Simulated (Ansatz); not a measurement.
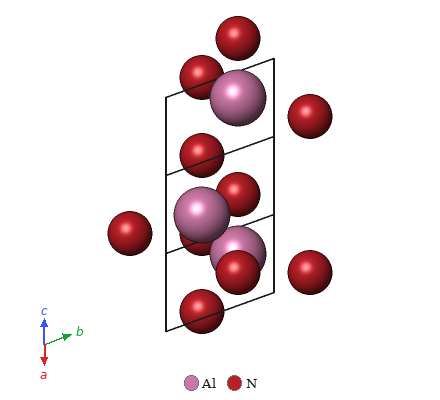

The structure, seen along [201]; the drawing may span several cells.

Given this structure, coordinates from a relaxation with Ansatz 0.2.0, DFT PBE, scalar-relativistic, plane waves, PAW; the starting structure was generated, so it need not be a known form of this composition, written in its standard cell:

```
Al N
1.0
     3.13019    0.00000    0.00000
    -1.56509    2.71082    0.00000
     0.00000    0.00000    5.01816
Al N
2 2
Direct
  0.33333 0.66667 0.99673
  0.66667 0.33333 0.49673
  0.33333 0.66667 0.37827
  0.66667 0.33333 0.87827
```

Q: What does the kinematic electron diffraction pattern along [201] look like at 100 kV (B = 1 Å²)?

A: The spots form a centred rectangular net whose two shortest vectors correspond to d = 2.71 Å and 1.84 Å, 70.1° apart. They are 0 1 0 and 1 0 -2. The pattern has symmetry 2mm. Reflections such as 2 -2 -4, 2 0 -4 are allowed but too weak to see at this display level.

Strongest reflections with d > 0.80 Å, one of each family (|F|² from tabulated Gaussian fits of the electron scattering factors, times a small damping for the curvature of the Ewald sphere):

| hkl | d (Å) | I (strongest = 100) |
| --- | --- | --- |
| 0 1 0 | 2.711 | 100 |
| 1 1 -2 | 1.328 | 33 |
| 1 0 -2 | 1.841 | 22 |
| 0 2 0 | 1.355 | 16 |
| 0 3 0 | 0.904 | 14 |
| 1 2 -2 | 0.949 | 2 |

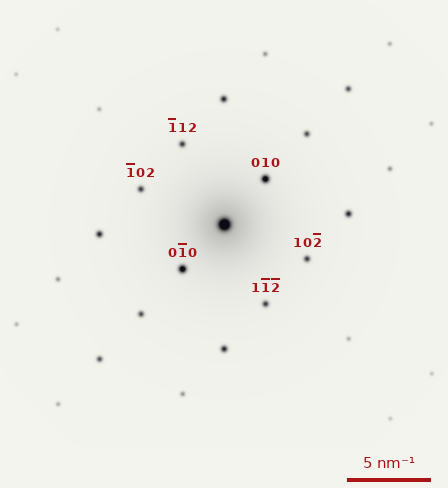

Calculated pattern, seen from the source side with [201] pointing towards the source.
